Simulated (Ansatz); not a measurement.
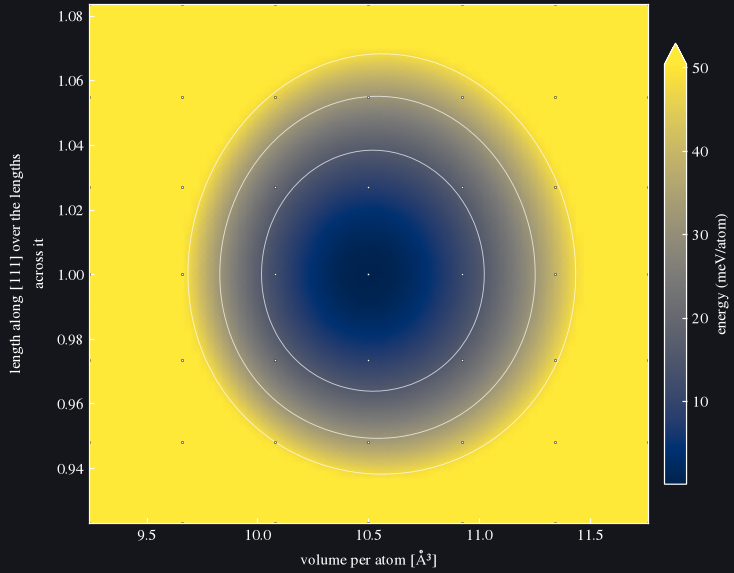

SiC (F-43m, No. 216; 2 atoms in the cell). 
- The energy is mapped over volume and the cell's shape.
- The first coordinate is: volume per atom; the second: length along [111] over the lengths across it, relative to the cubic cell.
- Nothing is relaxed (fractional coordinates fixed).
- The scan uses a 7 × 7 grid.
- Points are written as (first, second).
- Energies are in meV/atom, from the lowest grid point.
- Theory: DFT PBE, scalar-relativistic, plane waves, PAW in Ansatz. Settings: cutoff 520 eV, k-mesh 12×12×12, gaussian smearing 0.05 eV, no spin polarisation.

Drawn: a smooth colour map with a few white contour lines, dots at the grid points, one colour for all values above the top of the scale. Between grid points the surface is interpolated.

**Estimate the position of the minimum and the force constants in these coordinates.**

The interpolated minimum is at volume per atom ≈ 10.50 Å³, the second coordinate ≈ 1.000. The curvatures there are about 0.25 eV/(Å³)² and 46 eV, with a cross term of about 0 eV/Å³ (per cell of 2 atoms). Round the minimum the two coordinates are nearly uncoupled.

PAW datasets: the set soft_1.
